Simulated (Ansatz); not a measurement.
Input of the run:

```
crystal:
  lattice:
    - [3.6839934451, 0.0, 0.0]
    - [0.0, 3.6839934451, 0.0]
    - [0.0, 0.0, 5.3582911391]
  atoms:
    - { symbol: Hf, position: [0.5, 0.5, 0.5] }
    - { symbol: Hf, position: [0.0, 0.0, 0.0] }
    - { symbol: O, position: [0.0, 0.5, 0.679469695] }
    - { symbol: O, position: [0.5, 0.0, 0.820530305] }
    - { symbol: O, position: [0.5, 0.0, 0.320530305] }
    - { symbol: O, position: [0.0, 0.5, 0.179469695] }
kpoints:
  mp_grid: { grid: [8, 8, 6] }
  band_path:
    path:
      - [0.0, 0.0, 0.0]
      - [0.0, 0.5, 0.0]
      - [0.5, 0.5, 0.0]
      - [0.0, 0.0, 0.5]
      - [0.0, 0.5, 0.5]
      - [0.5, 0.5, 0.5]
      - [0.25, 0.25, 0.0]
    npoints: 1
hamiltonian:
  xc: pbe
scf:
  occupations: { method: fermi_dirac, width: 0.02 }
  n_extra_bands: 5
output:
  forces: true
  stress: true
  eigenvalues: true
  write_density: true
  write_potential: true
  elf: true
  volumetric_format: npy
```

Run as:
```bash
ansatz run input.yaml --threads 2 --pin off --max-ram 20275MiB --backend cpu --events-out ev --progress --plain --runs-dir out
```

What will the density of states look like?

There is a gap; over the k points computed it is 4.46 eV (indirect; the smallest direct gap is 4.62 eV). The upper group of valence states starts about 5.0 eV under the valence-band top, with a gap beneath it; it holds about 24 electrons a cell.

The cell is at −9 GPa in this functional. Spin-orbit coupling is left out, which matters for Hf.

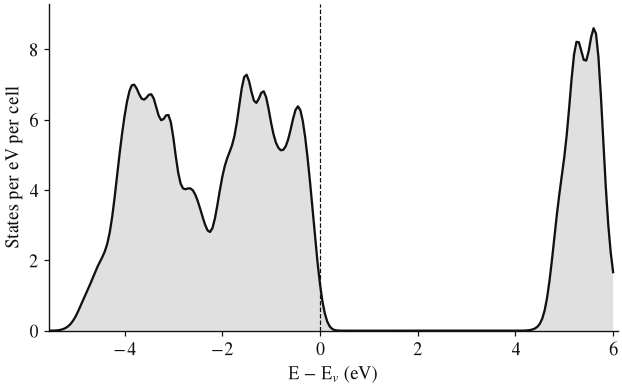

Density of states. Energies are counted from the top of the valence band. The curve is built from the levels of the k mesh with Gaussians 0.3 eV wide, which also blur the band edges.
